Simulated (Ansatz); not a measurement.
**Bands, cutoff and cost in G0W0 for GaN (honeycomb bilayer)**

Wanted: a G0W0 gap for GaN (honeycomb bilayer) that is converged in bands and cutoff, or an estimate of the limit.

Main program and level: Ansatz 0.2.0; G0W0 on PBE, plane waves, PAW; PAW set soft_1.

### Step 1. The starting structure

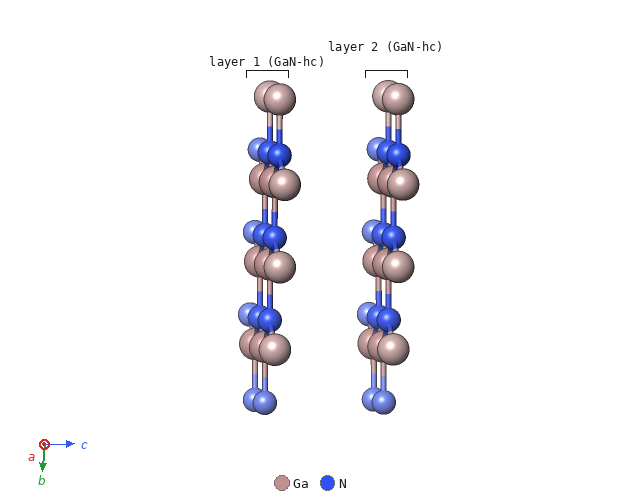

The cell as given, from the side, with the c axis across the page (gallium pink, nitrogen blue). 2×3×1 cells are drawn. Some periodic images of atoms are drawn too.

The cell holds 4 atoms: 2 Ga and 2 N. Its edges and angles: a = 3.204 Å, b = 3.204 Å, c = 31.100 Å, α = 90.0°, β = 90.0°, γ = 120.0°. Regions: layer 1 (GaN-hc), 2 atoms (1 Ga and 1 N); layer 2 (GaN-hc), 2 atoms (1 Ga and 1 N). Vacuum lies along c.

The structure was relaxed with PBE-D3(BJ). The runs that relaxed it are not among those shown. The Coulomb interaction is cut off across the vacuum.

### Step 2. 164 empty bands, screening to 41 eV

Now the one-shot GW correction: screening in the RPA, then the self-energy of the levels asked for. This step takes PAW set soft_1 files.

File input.yaml:

```yaml
crystal:
  lattice:
    - [3.2040127423, 0.0, 0.0]
    - [-1.6020063712, 2.7747564289, 0.0]
    - [0.0, 0.0, 31.1]
  atoms:
    - { symbol: Ga, position: [0.3333333333, 0.6666666667, 0.4367666773] }
    - { symbol: "N", position: [0.6666666667, 0.3333333333, 0.4364445185] }
    - { symbol: Ga, position: [0.3333333333, 0.6666666667, 0.5632333227] }
    - { symbol: "N", position: [0.6666666667, 0.3333333333, 0.5635554815] }
  periodic: [true, true, false]
kpoints:
  mp_grid: { grid: [6, 6, 1] }
hamiltonian:
  xc: pbe
  pseudopotentials: { kind: paw, azcp: { folder: soft_1 } }
scf:
  occupations: { method: fixed }
gw:
  n_empty_bands: 164
  ecut_chi: 41
  qp_bands: [v2, c2]
  qp_kpoints: band_edges
  screening: { model: contour_deformation }
```

Launch:

```sh
$ ansatz run input.yaml --threads 4 --pin off --max-ram 17510MiB --backend cpu --events-out ev --progress --plain --runs-dir out
```

Numbers of over 12 decimals in the logs are rounded to 6 here.

Log:

```text
Engine: ansatz 0.2.0, aarch64-unknown-linux-gnu
Pseudopotentials: kind: paw
Pseudopotential: Ga, paw, valence charge 13, recommended cutoff 420 eV (normal), soft_1/Ga.paw.azcp
Pseudopotential: N, paw, valence charge 5, recommended cutoff 420 eV (normal), soft_1/N.paw.azcp
Functional definition: PBE
  parameter kappa = 0.804
  parameter beta = 0.066725
  exchange = pbe_x(kappa = kappa, mu = beta*pi^2/3)
  correlation = pbe_c(beta = beta)
Crystal: 4 atoms, lattice volume = 276.490 Å³
Basis set: ecut = 420 eV, 5455 PW (Γ)
Bands: 22, of which v1, the nominal top of the filled ones, is band 18 counted from 1 (17 counted from 0)
Symmetry: 12 space group operations
Space group: P-6m2 (ITA 187), of the structure as read, at distance tolerance 6.5e-5 Å
k-points: 7 of 36 (time reversal used)
Non-local potential: Ga, projectors of the file, l = 0: 2, l = 1: 2, l = 2: 3, l = 3: 1
Non-local potential: N, projectors of the file, l = 0: 2, l = 1: 2, l = 2: 1
PAW form: soft (Blöchl's): semilocal exchange-correlation on the pseudo side does not see the compensation charge
PAW one-centre angular grid: Ga, 590 points (default); XC on 64 Gauss nodes
PAW one-centre angular grid: N, 110 points (default); XC on 64 Gauss nodes
Initial density: superposition of atomic densities (neutral atoms: chi_scale 0, normalization atom)
Initial wavefunctions: pseudopotential atomic-orbital guess
Functional: x = pbe(κ = 0.804, μ = 0.219515), c = pbe(β = 0.066725)
SCF iter   1: F=—  HF=-8339.877114 eV  |F-HF|=—  |Δ(HF+E_count)|=         —  Δρ=7.51e-2  dr2=2.00e1  ethr=3.10e-3  ⟨swp⟩=6.3  Hψ=768  notcnv=0  defer=11
preconditioner: auto → Resta (q_TF=auto, 1.942 Å⁻¹)  ε∞=1.8  [insulator: Δε(μ)=3.837 eV  Ē_g=15.205 eV  n_scr=18 (ndim 8)  ℏωp=13.4 eV  f_vac=0.725  ε∞_Penn≈1.8  vacuum switching on, ρ_ref=1.7e-2 e/Å³]
SCF iter   2: F=—  HF=-8335.097146 eV  |F-HF|=—  |Δ(HF+E_count)|=    4.78e0  Δρ=3.95e-2  dr2=2.81e0  ethr=3.10e-3  ⟨swp⟩=4.3  Hψ=453  notcnv=0  defer=12
SCF iter   3: F=—  HF=-8334.419485 eV  |F-HF|=—  |Δ(HF+E_count)|=   6.78e-1  Δρ=1.17e-2  dr2=2.40e-1  ethr=3.10e-3  ⟨swp⟩=3.4  Hψ=393  notcnv=0  defer=12
SCF iter   4: F=—  HF=-8334.413429 eV  |F-HF|=—  |Δ(HF+E_count)|=   6.06e-3  Δρ=4.02e-3  dr2=2.51e-2  ethr=6.66e-4  ⟨swp⟩=3.1  Hψ=331  notcnv=0  defer=13
SCF iter   5: F=—  HF=-8334.390604 eV  |F-HF|=—  |Δ(HF+E_count)|=   2.28e-2  Δρ=9.72e-4  dr2=1.96e-3  ethr=6.99e-5  ⟨swp⟩=3.0  Hψ=368  notcnv=0  defer=14
SCF iter   6: F=—  HF=-8334.390199 eV  |F-HF|=—  |Δ(HF+E_count)|=   4.05e-4  Δρ=2.06e-4  dr2=1.82e-4  ethr=5.44e-6  ⟨swp⟩=3.0  Hψ=299  notcnv=0  defer=14
SCF iter   7: F=—  HF=-8334.390244 eV  |F-HF|=—  |Δ(HF+E_count)|=   4.49e-5  Δρ=7.11e-5  dr2=2.58e-5  ethr=5.05e-7  ⟨swp⟩=2.3  Hψ=256  notcnv=0  defer=14
SCF iter   8: F=—  HF=-8334.390246 eV  |F-HF|=—  |Δ(HF+E_count)|=   1.64e-6  Δρ=4.10e-5  dr2=6.97e-6  ethr=7.15e-8  ⟨swp⟩=2.6  Hψ=272  notcnv=0  defer=14
SCF iter   9: F=—  HF=-8334.390245 eV  |F-HF|=—  |Δ(HF+E_count)|=   7.36e-7  Δρ=7.15e-6  dr2=1.26e-7  ethr=1.94e-8  ⟨swp⟩=2.7  Hψ=276  notcnv=0  defer=14
SCF iter  10: F=-8334.390245 eV  HF=-8334.390245 eV  |F-HF|=7.18e-9  |Δ(HF+E_count)|=   2.06e-8  Δρ=2.24e-6  dr2=9.47e-9  ethr=2.78e-10  ⟨swp⟩=10.9  Hψ=777  notcnv=0
SCF 1 converged in 10 iterations: F = -8334.390245 eV  dr2 = 9.47e-9
  greatest PAW one-centre occupation: 0.996 electrons in one spin orbital (limit 2), on the Ga atom at site 0 (counted from 0), in its partial waves of l = 2
NSCF: frozen V_eff on 7 k-points
G₀W₀ screening: q 1/7
[... further progress lines ...]
SCF converged after 10 iterations
Free energy (F): -8334.390245 eV
Harris-Foulkes:  -8334.390245 eV  (|F-HF|=7.18e-9)
Internal energy: -8334.390245 eV  (E = F + TS)
E sigma→0 (E₀):  -8334.390245 eV
Fermi energy:    -5.173038 eV
--- Per-component energies (eV) ---
  E_band       = -539.840306
  E_kinetic    = 477.157301
  E_local      = -76065.904042  (includes V_loc(G=0)·N_el)
  E_nonlocal   = -111.884057
  E_hartree    = 38141.933831
  E_xc         = -242.652147
  E_vxc        = -258.788080  (∫ρ·V_xc dr)
  E_paw        = -4244.714106  (= ΣΔE_a)
  E_vpaw       = -864.275788  (= ΣTr[D̂ρ^β])
  E_aug_tail   = 0.001307  (compensation charges beyond the density's cutoff)
  E_ewald      = 33711.671669
  E_smearing   = -0.000000  (= −TS)
  E_closure    = 0.000000  (closes the sum)
  Σ components = -8334.390245   (vs F -8334.390245, Δ=0.00e0)
--- Band table (eV; the first three rows and the last of 7) ---
  k-point 0: bands = [... 14 lower, -5.6157, -5.6157, -5.5982, -5.5982, -3.4772, -2.5337, -0.4061, -0.2566]
  k-point 1: bands = [... 14 lower, -7.4492, -7.1009, -6.1304, -6.1079, -2.1997, -1.3244 (-1.3244°), -0.0965, 0.3772]
  k-point 2: bands = [... 14 lower, -7.0220, -6.9932, -6.7064, -6.1337, -0.9876, -0.2863, -0.2077, 1.0427]
  k-point 6: bands = [... 14 lower, -9.6301, -9.5549, -5.4767, -5.1730, -1.0391, 0.4572, 1.8636, 2.7279]
  ° read free of the cell's end (the report's vacuum.weakly_bound_levels)
--- G₀W₀: contour deformation, 6 samples at zero and on the imaginary axis and 2 off it, 36 q-points, 164 empty bands' worth ---
  eigenvalues of the whole cell's RPA ε∞ on this k-mesh (on a slab, of 1 + 4πα/V) = 1.1565, 2.2772, 2.2772; static W/v taken at q = 0 is 0.599815
  gw.qp_kpoints: band_edges: 6 of 7 stored k-points solved, in 1 pass; an edge of the gap read off the rows below is read off those points alone
    valence top: of the k-points left out ik 4 came nearest to being solved in a further pass, in band 18 (counted from 1, as in the quasiparticle table): it holds the edge there only if its correction is more favourable than any solved in that band by at least 1.243 eV; those differ by 0.165 eV
    conduction bottom: of the k-points left out ik 4 came nearest to being solved in a further pass, in band 19 (counted from 1, as in the quasiparticle table): it holds the edge there only if its correction is more favourable than any solved in that band by at least 2.436 eV; those differ by 0.247 eV
    ik  band        ε_KS         Σx   Σc(E_QP)       V_xc       Z   E_QP_lin       E_QP  E_QP is
     0    17     -5.5982   -24.5357     3.3111   -20.7059  0.7509    -6.1243    -6.1168  root
     0    18     -5.5982   -24.5357     3.3111   -20.7059  0.7509    -6.1243    -6.1168  root
     0    19     -3.4772    -9.1327    -2.8957   -12.8777  0.7965    -2.6080    -2.6278  root
     0    20     -2.5337    -9.6085    -3.1521   -13.8937  0.7894    -1.3582    -1.4005  root
     1    17     -6.1304   -23.7869     3.4047   -19.8377  0.7462    -6.6835    -6.6748  root
     1    18     -6.1079   -23.8334     3.4093   -19.8852  0.7464    -6.6552    -6.6467  root
     1    19     -2.1997    -9.0705    -2.8138   -12.7959  0.7879    -1.2635    -1.2882  root
     1    20     -1.3244    -8.5773    -2.9252   -12.6084  0.7864    -0.1744    -0.2185  root
     2    17     -6.7064   -18.6247     3.4471   -14.3654  0.7210    -7.5462    -7.5186  root
     2    18     -6.1337   -19.7165     3.4501   -15.5997  0.7273    -6.8157    -6.8003  root
     2    19     -0.9876    -8.4548    -3.3123   -12.7755  0.7757     0.0551     0.0208  root
     2    20     -0.2863    -6.4791    -3.1040   -10.5844  0.7836     0.7496     0.7150  root
     3    17     -5.8662   -20.1246     3.4365   -16.0122  0.7286    -6.5580    -6.5421  root
     3    18     -5.4764   -20.8101     3.4235   -16.8307  0.7317    -6.0420    -6.0323  root
     3    19     -1.3343    -5.8221    -3.2121    -9.7955  0.7899    -0.5562    -0.5730  root
     3    20     -0.2776    -8.6872    -3.5947   -13.4137  0.7833     0.8999     0.8541  root
     5    17     -5.9282   -19.8742     3.3944   -15.7857  0.7288    -6.6396    -6.6224  root
     5    18     -5.5127   -20.6822     3.4044   -16.7101  0.7318    -6.0904    -6.0803  root
     5    19     -1.0036    -6.2560    -3.2519   -10.3662  0.7824    -0.1223    -0.1453  root
     5    20      0.3289    -6.1145    -3.4175   -10.5604  0.7734     1.3919     1.3573  root
     6    17     -5.4767   -20.8844     3.4307   -16.8535  0.7308    -6.0887    -6.0769  root
     6    18     -5.1730   -21.3137     3.4011   -17.4112  0.7332    -5.6820    -5.6745  root
     6    19     -1.0391    -5.3905    -3.4332    -9.6466  0.7854    -0.1950    -0.2162  root
     6    20      0.4572    -5.7576    -3.6792   -10.4578  0.7652     1.5147     1.4782  root
```

Wall time 58 s (4 threads of Arm Neoverse N1, shared host); peak memory 1.4 GiB.

This step gave:

| Item | Value |
| --- | --- |
| bands summed | 182 |
| plane waves in the screening matrix | 171 |
| q-points in the mesh | 36 |
| G0W0 gap on the mesh | 3.047 eV |
| k of the valence top | 0.3333, 0.3333, 0 |
| k of the conduction bottom | 0, 0, 0 |
| starting gap on the mesh | 1.696 eV |
| Z at the valence top | 0.7332 |
| Z at the conduction bottom | 0.7965 |
| least direct G0W0 gap on the computed points | 3.489 eV |

The gap on the mesh goes from 1.70 eV to 3.05 eV, a correction of +1.35 eV. Between the two edge states, bare exchange in place of the xc potential would open the gap by 7.65 eV, and correlation takes back 6.30 eV.

### Step 3. 407 empty bands, screening to 75 eV

Bands and screening cutoff are moved together, since each hides the error of the other.

Edit input.yaml of step 2 so:

```diff
@@ -18,5 +18,6 @@
   occupations: { method: fixed }
+  convergence: { dr2_threshold: 1.0e-10 }
 gw:
-  n_empty_bands: 164
-  ecut_chi: 41
+  n_empty_bands: 407
+  ecut_chi: 75.0
   qp_bands: [v2, c2]
```

Log:

```text
[...]
Crystal: 4 atoms, lattice volume = 276.490 Å³
Basis set: ecut = 420 eV, 5455 PW (Γ)
Bands: 22, of which v1, the nominal top of the filled ones, is band 18 counted from 1 (17 counted from 0)
Symmetry: 12 space group operations
[...]
k-points: 7 of 36 (time reversal used)
[...]
SCF iter   1: F=—  HF=-8339.877114 eV  |F-HF|=—  |Δ(HF+E_count)|=         —  Δρ=7.51e-2  dr2=2.00e1  ethr=3.10e-3  ⟨swp⟩=6.3  Hψ=768  notcnv=0  defer=11
[...]
SCF iter  12: F=-8334.390245 eV  HF=-8334.390245 eV  |F-HF|=1.36e-10  |Δ(HF+E_count)|=  2.00e-11  Δρ=5.61e-8  dr2=6.94e-12  ethr=1.00e-12  ⟨swp⟩=2.3  Hψ=318  notcnv=0
SCF 1 converged in 12 iterations: F = -8334.390245 eV  dr2 = 6.94e-12
[...]
NSCF: frozen V_eff on 7 k-points
G₀W₀ screening: q 1/7
[... further progress lines ...]
SCF converged after 12 iterations
Free energy (F): -8334.390245 eV
[...]
Internal energy: -8334.390245 eV  (E = F + TS)
E sigma→0 (E₀):  -8334.390245 eV
Fermi energy:    -5.172890 eV
[...]
--- Band table (eV; the first three rows and the last of 7) ---
  k-point 0: bands = [... 14 lower, -5.6155, -5.6155, -5.5980, -5.5980, -3.4771, -2.5335, -0.4060, -0.2565]
  k-point 1: bands = [... 14 lower, -7.4490, -7.1008, -6.1302, -6.1077, -2.1996, -1.3243 (-1.3243°), -0.0964, 0.3772]
  k-point 2: bands = [... 14 lower, -7.0218, -6.9930, -6.7063, -6.1335, -0.9874, -0.2862, -0.2076, 1.0428]
  k-point 6: bands = [... 14 lower, -9.6299, -9.5548, -5.4766, -5.1729, -1.0389, 0.4573, 1.8637, 2.7280]
  ° read free of the cell's end (the report's vacuum.weakly_bound_levels)
[...]
0    17     -5.5980   -24.5358     3.0757   -20.7059  0.7461    -6.3686    -6.3521  root
     0    18     -5.5980   -24.5358     3.0757   -20.7059  0.7461    -6.3686    -6.3521  root
     0    19     -3.4771    -9.1326    -2.9399   -12.8776  0.7925    -2.6552    -2.6719  root
     0    20     -2.5335    -9.6084    -3.2463   -13.8936  0.7852    -1.4631    -1.4946  root
     1    17     -6.1302   -23.7869     3.1621   -19.8377  0.7423    -6.9364    -6.9173  root
     1    18     -6.1077   -23.8334     3.1660   -19.8853  0.7424    -6.9086    -6.8899  root
     1    19     -2.1996    -9.0704    -2.9094   -12.7958  0.7849    -1.3654    -1.3837  root
     1    20     -1.3243    -8.5771    -3.0480   -12.6081  0.7837    -0.3095    -0.3413  root
[...]
6    17     -5.4766   -20.8843     3.2569   -16.8535  0.7243    -6.2709    -6.2505  root
     6    18     -5.1729   -21.3137     3.2077   -17.4112  0.7263    -5.8827    -5.8677  root
     6    19     -1.0389    -5.3905    -3.6178    -9.6466  0.7852    -0.3890    -0.4007  root
     6    20      0.4573    -5.7576    -3.8802   -10.4577  0.7644     1.2853     1.2773  root
```

The job ended after 4.9 min (4 threads; peak memory 3.6 GiB; 19 min of CPU time).

This step gave:

- bands summed: 425
- plane waves in the screening matrix: 391
- q-points in the mesh: 36
- G0W0 gap on the mesh: 3.196 eV
- k of the valence top: 0.3333, 0.3333, 0
- k of the conduction bottom: 0, 0, 0
- starting gap on the mesh: 1.696 eV
- Z at the valence top: 0.7263
- Z at the conduction bottom: 0.7925
- least direct G0W0 gap on the computed points: 3.680 eV

Against the run with 6×6×1 mesh, 164 empty bands, screening to 41 eV, PAW set soft_1 files, the gap moves by +0.15 eV.

### Step 4. Convergence and cost

Times are wall times on 4 threads of Arm Neoverse N1, shared host, good to a factor of about two.

```tsv
mesh	files	frequency	bands summed	cutoff (eV)	start (eV)	G0W0 (eV)	time	host memory (GiB)
6×6×1	PAW set soft_1	contour deformation	182	41	1.696	3.047	58 s	1.4
6×6×1	PAW set soft_1	contour deformation	425	75	1.696	3.196	4.9 min	3.6
```

The parts of the quasiparticle energy at the two band edges (eV; QP = start + Σx + Σc − Vxc):

```tsv
run	edge	start	Σx	Σc	Vxc	Z	QP
182 bands	valence top	-5.17	-21.31	3.40	-17.41	0.73	-5.67
182 bands	conduction bottom	-3.48	-9.13	-2.90	-12.88	0.80	-2.63
425 bands	valence top	-5.17	-21.31	3.21	-17.41	0.73	-5.87
425 bands	conduction bottom	-3.48	-9.13	-2.94	-12.88	0.79	-2.67
```

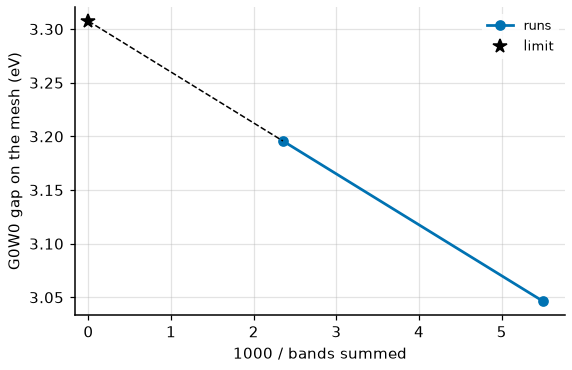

The gap against one over the number of bands; the dashed line carries the two highest rungs to the limit.

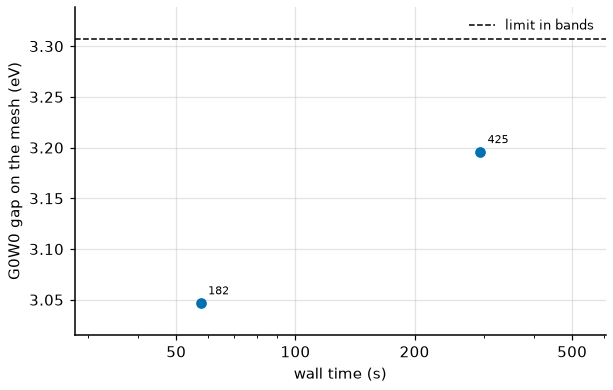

Result against wall time.

### Step 5. Outcome

```
182 bands, 41 eV                    : 3.047 eV
425 bands, 75 eV                    : 3.196 eV
estimated limit in bands and cutoff : 3.31 eV
mesh and start                      : 6×6×1, PBE
```

In words: A line in one over the bands through the two rungs gives 3.31 eV, +0.11 eV from the top rung; with two points alone it is an unchecked estimate. The rungs stand 0.26 eV (182 bands) and 0.11 eV (425 bands) from it. From 182 to 425 bands the gap moves by +0.15 eV while the time grows 5.1-fold. Σc changes by −0.19 eV at the valence top and −0.04 eV at the conduction bottom, so the valence edge carries most of the change. The mesh in the plane is coarse for a sheet; gap and any exciton binding can still move on denser ones. The many-body steps are scalar-relativistic: spin-orbit coupling is not in them.

[Paths, hosts, dates, memory and timing lines, banners, echoed tables and standing remarks are left out of the program output.]

[Logs are printed without paths, hosts, clocks, repeated set-up lines and the standing remarks that a program may print on its own settings, such as how far it seeks lower states.]

[Runs of the session that timed out or met a known fault of the program may be left out.]

[Cells called generated may have been cut or substituted from an entry of the Crystallography Open Database or the Materials Project.]

[Hosts, paths, dates, database ids (printed as entryN), source tags and the programs' standing remarks are cut or masked in the printed files.]
